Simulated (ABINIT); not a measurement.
## Single-point calculation of C

The run: single-point calculation of C (2 atoms in the cell). Method and program: Kohn-Sham DFT of a periodic cell, PBE, JTH PAW PBE v2.0, no spin polarisation (ABINIT 10.8.3).

The structure derives from a Materials Project entry.

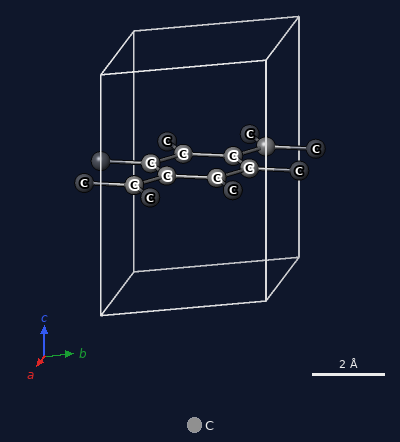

Fig. 1: The input geometry (ball-and-stick view of the 2 × 2 repeat of the cell, with the vacuum cut short, seen slightly off an axis; neighbours outside the cell are drawn fainter). Near neighbours in the crystal (not all of them lie inside the picture): C has 3 C at 1.40 to 1.43 Å.

### Input
```
pp_dirpath "./"
pseudos "C.GGA_PBE-JTH.xml"

acell 3*1.0
rprim
     4.6414889220     0.0000000000     0.0000000000
    -2.3207444610     4.0196473179     0.0000000000
     0.0000000000     0.0000000000    16.1076538906
ntypat 1
znucl 6
natom 2
typat 1 1
xred
     0.6562970000     0.3347220000    -0.0005970000
     0.3241040000     0.6627440000    -0.0010040000
chkprim 0
chksymtnons 0
tolsym 1.0e-6

ecut 517.016339 eV
pawecutdg 38.0
pawovlp 30

kptopt 1
ngkpt 12 12 3
nshiftk 1
shiftk 0.0 0.0 0.0

ixc 11

nband 8
occopt 3
tsmear 0.00183747

nstep 100
tolvrs 1.0e-9

iomode 3
prtwf 0
prteig 0
prtebands 0
enunit 2
prtden 1
prtvha 1
prtvclmb 1
prtpot 1
```

Command:
```bash
abinit run.abi > log 2>&1
```

### The program's output
```
.Version 10.8.3 of ABINIT
 Symmetries : space group P-1 (#  2); Bravais aP (primitive triclinic)
================================================================================
 Values of the parameters that define the memory need of the present run
     intxc =       0    ionmov =       0      iscf =      17    lmnmax =       8
     lnmax =       4     mgfft =      64  mpssoang =       2    mqgrid =    4470
     natom =       2  nloc_mem =       2    nspden =       1   nspinor =       1
    nsppol =       1      nsym =       2    n1xccc =       1    ntypat =       1
    occopt =       3   xclevel =       2
       mpw =        1211          nfft =       25600          nkpt =         218
 PAW method is used; the additional fine FFT grid is defined by:
   mgfftf=        90    nfftf =     65610
================================================================================
================================================================================

--------------------------------------------------------------------------------
------------- Echo of variables that govern the present computation ------------
--------------------------------------------------------------------------------
 -outvars: echo values of preprocessed input variables --------
            acell      1.0000000000E+00  1.0000000000E+00  1.0000000000E+00 Bohr
              amu      1.20110000E+01
          chkprim           0
      chksymtnons           0
             ecut      1.90000000E+01 Hartree
           enunit           2
                       outvar_i_n : Printing only first  50 k-points.
              ixc          11
                       outvar_i_n : Printing only first  50 k-points.
         kptrlatt       12    0    0      0   12    0      0    0    3
          kptrlen      5.56978671E+01
            natom           2
            nband           8
            ngfft          20      20      64
          ngfftdg          27      27      90
             nkpt         218
            nstep         100
             nsym           2
           ntypat           1
                       prtocc : prtvol=0, do not print more k-points.
           occopt           3
        pawecutdg      3.80000000E+01 Hartree
          pawovlp      3.0000000000E+01
         pawxcdev           0
        prtebands           0
           prteig           0
           prtpot           1
         prtvclmb           1
           prtvha           1
            prtwf           0
            rprim      4.6414889220E+00  0.0000000000E+00  0.0000000000E+00
                      -2.3207444610E+00  4.0196473179E+00  0.0000000000E+00
                       0.0000000000E+00  0.0000000000E+00  1.6107653891E+01
          spgroup           2
           tolsym      1.00000000E-06
           tolvrs      1.00000000E-09
           tsmear      1.83747000E-03 Hartree
            typat      1  1
           useylm           1
                       outvars : Printing only first  50 k-points.
           xangst      1.2009100136E+00  7.1198909254E-01 -5.0887106025E-03
                      -1.7851444727E-02  1.4097265765E+00 -8.5578985677E-03
            xcart      2.2693910276E+00  1.3454643895E+00 -9.6162693727E-03
                      -3.3734341485E-02  2.6639971421E+00 -1.6172084506E-02
             xred      6.5629700000E-01  3.3472200000E-01 -5.9700000000E-04
                       3.2410400000E-01  6.6274400000E-01 -1.0040000000E-03
            znucl        6.00000

================================================================================

 chkinp: Checking input parameters for consistency.

================================================================================
== DATASET  1 ==================================================================

--- !DatasetInfo
iteration_state: {dtset: 1, }
dimensions: {natom: 2, nkpt: 218, mband: 8, nsppol: 1, nspinor: 1, nspden: 1, mpw: 1211, }
cutoff_energies: {ecut:  19.0, pawecutdg:  38.0, }
electrons: {nelect:   8.00000000E+00, charge:   0.00000000E+00, occopt:   3.00000000E+00, tsmear:   1.83747000E-03, }
meta: {optdriver: 0, ionmov: 0, optcell: 0, iscf: 17, paral_kgb: 0, }
...

 Exchange-correlation functional for the present dataset will be:
  GGA: Perdew-Burke-Ernzerhof functional - ixc=11
  J.P.Perdew, K.Burke, M.Ernzerhof, PRL 77, 3865 (1996)

 Real(R)+Recip(G) space primitive vectors, cartesian coordinates (Bohr,Bohr^-1):
 R(1)=  4.6414889  0.0000000  0.0000000  G(1)=  0.2154481  0.1243890  0.0000000
 R(2)= -2.3207445  4.0196473  0.0000000  G(2)=  0.0000000  0.2487780  0.0000000
 R(3)=  0.0000000  0.0000000 16.1076539  G(3)=  0.0000000  0.0000000  0.0620823
 Unit cell volume ucvol=  3.0052289E+02 bohr^3
 Angles (23,13,12)=  9.00000000E+01  9.00000000E+01  1.20000000E+02 degrees

 Coarse grid specifications (used for wave-functions):

 getcut: wavevector=  0.0000  0.0000  0.0000  ngfft=  20  20  64
         ecut(hartree)=     19.000   => boxcut(ratio)=   2.02491

 Fine grid specifications (used for densities):

 getcut: wavevector=  0.0000  0.0000  0.0000  ngfft=  27  27  90
         ecut(hartree)=     38.000   => boxcut(ratio)=   2.01351

--- Pseudopotential description ------------------------------------------------
- pspini: atom type   1  psp file is ./C.GGA_PBE-JTH.xml
 Pseudopotential format is: paw10
 basis_size (lnmax)=  4 (lmn_size=  8), orbitals=   0   0   1   1
 Spheres core radius: rc_sph= 1.50736703
 Shapefunction is SIN type: shapef(r)=[sin(pi*r/rshp)/(pi*r/rshp)]**2
 Radius for shape functions =  1.30052589
 Compensation charge density is not taken into account in XC energy/potential

   6.99883411E+01                                ecore*ucvol(ha*bohr**3)
--------------------------------------------------------------------------------

================================================================================

--- !BeginCycle
iteration_state: {dtset: 1, }
solver: {iscf: 17, nstep: 100, nline: 4, wfoptalg: 10, }
tolerances: {tolvrs: 1.00E-09, }
...

     iter   Etot(hartree)      deltaE(h)  residm     nres2
 ETOT  1  -11.525788018777    -1.153E+01 6.968E-02 9.075E+00
 ETOT  2  -11.503554998362     2.223E-02 7.148E-03 1.091E+00
 ETOT  3  -11.496104038757     7.451E-03 2.218E-02 5.468E-02
 ETOT  4  -11.494956222383     1.148E-03 2.366E-02 1.139E-02
 ETOT  5  -11.494570558423     3.857E-04 4.038E-03 6.554E-03
 ETOT  6  -11.494362190249     2.084E-04 3.816E-03 3.372E-03
 ETOT  7  -11.494333276641     2.891E-05 3.752E-03 1.460E-03
 ETOT  8  -11.494417808926    -8.453E-05 1.664E-03 5.356E-04
 ETOT  9  -11.494567430470    -1.496E-04 5.460E-04 3.637E-05
 ETOT 10  -11.494584810504    -1.738E-05 7.198E-04 2.192E-07
 ETOT 11  -11.494584828357    -1.785E-08 2.407E-04 1.209E-07
 ETOT 12  -11.494584832891    -4.533E-09 5.527E-04 1.349E-08
 ETOT 13  -11.494584834063    -1.172E-09 1.230E-04 1.958E-09
 ETOT 14  -11.494584834026     3.612E-11 2.233E-04 3.974E-11

 At SCF step   14       nres2   =  3.97E-11 < tolvrs=  1.00E-09 =>converged.

 Cartesian components of stress tensor (hartree/bohr^3)
  sigma(1 1)= -7.16425458E-05  sigma(3 2)=  2.51752649E-07
  sigma(2 2)= -5.76859128E-05  sigma(3 1)= -3.56427062E-08
  sigma(3 3)=  2.90284184E-06  sigma(2 1)=  5.76372593E-06

--- !ResultsGS
iteration_state: {dtset: 1, }
comment   : Summary of ground state results
lattice_vectors:
- [  4.6414889,   0.0000000,   0.0000000, ]
- [ -2.3207445,   4.0196473,   0.0000000, ]
- [  0.0000000,   0.0000000,  16.1076539, ]
lattice_lengths: [   4.64149,    4.64149,   16.10765, ]
lattice_angles: [ 90.000,  90.000, 120.000, ] # degrees, (23, 13, 12)
lattice_volume:   3.0052289E+02
convergence: {deltae:  3.612E-11, res2:  3.974E-11, residm:  2.233E-04, diffor: null, }
etotal    :  -1.14945848E+01
entropy   :   0.00000000E+00
fermie    :  -2.03648807E-02
cartesian_stress_tensor: # hartree/bohr^3
- [ -7.16425458E-05,   5.76372593E-06,  -3.56427062E-08, ]
- [  5.76372593E-06,  -5.76859128E-05,   2.51752649E-07, ]
- [ -3.56427062E-08,   2.51752649E-07,   2.90284184E-06, ]
pressure_GPa:   1.2399E+00
xred      :
- [  6.5630E-01,   3.3472E-01,  -5.9700E-04,  C]
- [  3.2410E-01,   6.6274E-01,  -1.0040E-03,  C]
cartesian_forces: # hartree/bohr
- [  8.82110883E-03,  -1.04013425E-02,  -1.16979903E-03, ]
- [ -8.82110883E-03,   1.04013425E-02,   1.16979903E-03, ]
force_length_stats: {min:   1.36882547E-02, max:   1.36882547E-02, mean:   1.36882547E-02, }
...

 Integrated electronic density in atomic spheres:
 ------------------------------------------------
 Atom  Sphere_radius  Integrated_density
    1        1.50737          2.75572325
    2        1.50737          2.74498417

================================================================================

 ----iterations are completed or convergence reached----

 Mean square residual over all n,k,spin=   23.343E-08; max=  22.332E-05
 reduced coordinates (array xred) for    2 atoms
       0.656297000000      0.334722000000     -0.000597000000
       0.324104000000      0.662744000000     -0.001004000000
 rms dE/dt=  4.4386E-02; max dE/dt=  6.2281E-02; dE/dt below (all hartree)
    1      -0.040943078914      0.062281268130      0.018842717890
    2       0.040943078914     -0.062281268130     -0.018842717890

 cartesian coordinates (angstrom) at end:
    1      1.20091001360148     0.71198909254419    -0.00508871060248
    2     -0.01785144472662     1.40972657652949    -0.00855789856765

 cartesian forces (hartree/bohr) at end:
    1      0.00882110883006    -0.01040134254731    -0.00116979902957
    2     -0.00882110883006     0.01040134254731     0.00116979902957
 frms,max,avg= 7.9029176E-03 1.0401343E-02   0.000E+00  0.000E+00  0.000E+00 h/b

 cartesian forces (eV/Angstrom) at end:
    1      0.45359965378295    -0.53485853867494    -0.06015348467310
    2     -0.45359965378295     0.53485853867494     0.06015348467310
 frms,max,avg= 4.0638436E-01 5.3485854E-01   0.000E+00  0.000E+00  0.000E+00 e/A
 length scales=  1.000000000000  1.000000000000  1.000000000000 bohr
              =  0.529177210544  0.529177210544  0.529177210544 angstroms
 Fermi (or HOMO) energy (hartree) =  -0.02036   Average Vxc (hartree)=  -0.18891
 Eigenvalues (hartree) for nkpt= 218  k points:
 kpt#   1, nband=  8, wtk=  0.00231, kpt=  0.0000  0.0000  0.0000 (reduced coord)
  -0.74142   -0.30320   -0.14008   -0.12395    0.08270    0.16879    0.22824    0.27737
      occupation numbers for kpt#   1
   2.00000    2.00000    2.00000    2.00000    0.00000    0.00000    0.00000    0.00000
 prteigrs : prtvol=0 or 1, do not print more k-points.

 Fermi (or HOMO) energy (eV) =  -0.55416   Average Vxc (eV)=  -5.14037
 Eigenvalues (   eV  ) for nkpt= 218  k points:
 kpt#   1, nband=  8, wtk=  0.00231, kpt=  0.0000  0.0000  0.0000 (reduced coord)
 -20.17494   -8.25044   -3.81190   -3.37273    2.25039    4.59293    6.21072    7.54753
 prteigrs : prtvol=0 or 1, do not print more k-points.

--- !EnergyTerms
iteration_state     : {dtset: 1, }
comment             : Components of total free energy in Hartree
kinetic             :  6.84386348967892E+00
hartree             :  1.89173724891650E+01
xc                  : -4.29592628397162E+00
Ewald energy        :  9.09111875602608E+00
psp_core            :  2.32888552993090E-01
local_psp           : -4.38289935522408E+01
PAW spherical_terms :  1.54513050421968E+00
internal            : -1.14945460441297E+01
'-kT*entropy'       : -3.78655361033842E-05
total_energy        : -1.14945839096658E+01
total_energy_eV     : -3.12783562502754E+02
...

--- !EnergyTermsDC
iteration_state     : {dtset: 1, }
comment             : '"Double-counting" decomposition of free energy'
band_energy         : -2.86487244272173E+00
Ewald energy        :  9.09111875602608E+00
psp_core            :  2.32888552993090E-01
xc_dc               : -1.87741648163736E+01
PAW spherical_terms :  8.20482981585772E-01
internal            : -1.14945469684904E+01
'-kT*entropy'       : -3.78655361033842E-05
total_energy_dc     : -1.14945848340265E+01
total_energy_dc_eV  : -3.12783587655889E+02
...

--- !EnergyTermsWithPAWCore
iteration_state     : {dtset: 1, }
comment             : 'Components of total free energy, including PAW core contributions'
Total energy        : -7.62084182202266E+01
Total energy DC     : -7.62084191445873E+01
Total energy (eV)   : -2.07373670338584E+03
Total energy DC (eV): -2.07373672853898E+03
...

 Cartesian components of stress tensor (hartree/bohr^3)
  sigma(1 1)= -7.16425458E-05  sigma(3 2)=  2.51752649E-07
  sigma(2 2)= -5.76859128E-05  sigma(3 1)= -3.56427062E-08
  sigma(3 3)=  2.90284184E-06  sigma(2 1)=  5.76372593E-06

-Cartesian components of stress tensor (GPa)         [Pressure=  1.2399E+00 GPa]
- sigma(1 1)= -2.10779647E+00  sigma(3 2)=  7.40681865E-03
- sigma(2 2)= -1.69717815E+00  sigma(3 1)= -1.04864462E-03
- sigma(3 3)=  8.54045555E-02  sigma(2 1)=  1.69574671E-01

== END DATASET(S) ==============================================================
================================================================================

 -outvars: echo values of variables after computation  --------
            acell      1.0000000000E+00  1.0000000000E+00  1.0000000000E+00 Bohr
           etotal     -1.1494584834E+01
            fcart      8.8211088301E-03 -1.0401342547E-02 -1.1697990296E-03
                      -8.8211088301E-03  1.0401342547E-02  1.1697990296E-03
            rprim      4.6414889220E+00  0.0000000000E+00  0.0000000000E+00
                      -2.3207444610E+00  4.0196473179E+00  0.0000000000E+00
                       0.0000000000E+00  0.0000000000E+00  1.6107653891E+01
           strten     -7.1642545797E-05 -5.7685912806E-05  2.9028418402E-06
                       2.5175264904E-07 -3.5642706163E-08  5.7637259283E-06
           xangst      1.2009100136E+00  7.1198909254E-01 -5.0887106025E-03
                      -1.7851444727E-02  1.4097265765E+00 -8.5578985677E-03
             xred      6.5629700000E-01  3.3472200000E-01 -5.9700000000E-04
                       3.2410400000E-01  6.6274400000E-01 -1.0040000000E-03
 Calculation completed.
```

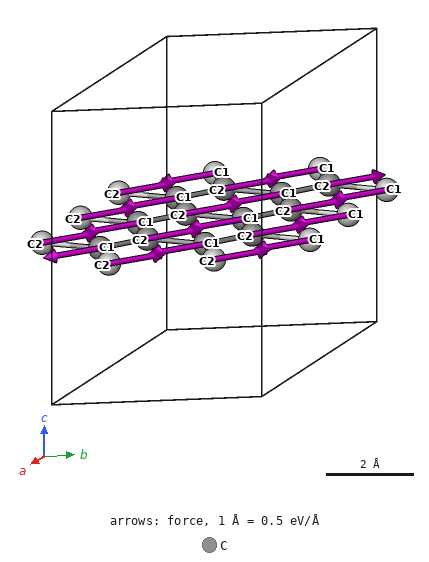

Fig. 2: Forces on the atoms as pink arrows (ball-and-stick view of the 3 × 2 repeat of the cell, with the vacuum cut short, seen slightly off an axis; neighbours outside the cell are drawn fainter; atoms are numbered from 1 in the order of the input). The largest act on C1, C2 (0.70 eV/Å). The geometry is not a stationary point of this energy.

### Key numbers

- outcome: converged
- space group (tolerance 0.01 Å): P2/m (10)
- electrons treated: 8
- free energy: −312.7836 eV
- Fermi energy: −0.554 eV
- gap on the k-point mesh: 0.20 eV
- pressure: 1.24 GPa
- largest force (length of the vector): 0.704 eV/Å
- hardware: 1 thread of Arm Neoverse V2, 24 GiB of memory available, shared host
- wall time: 46 s
- peak memory: 0.15 GiB
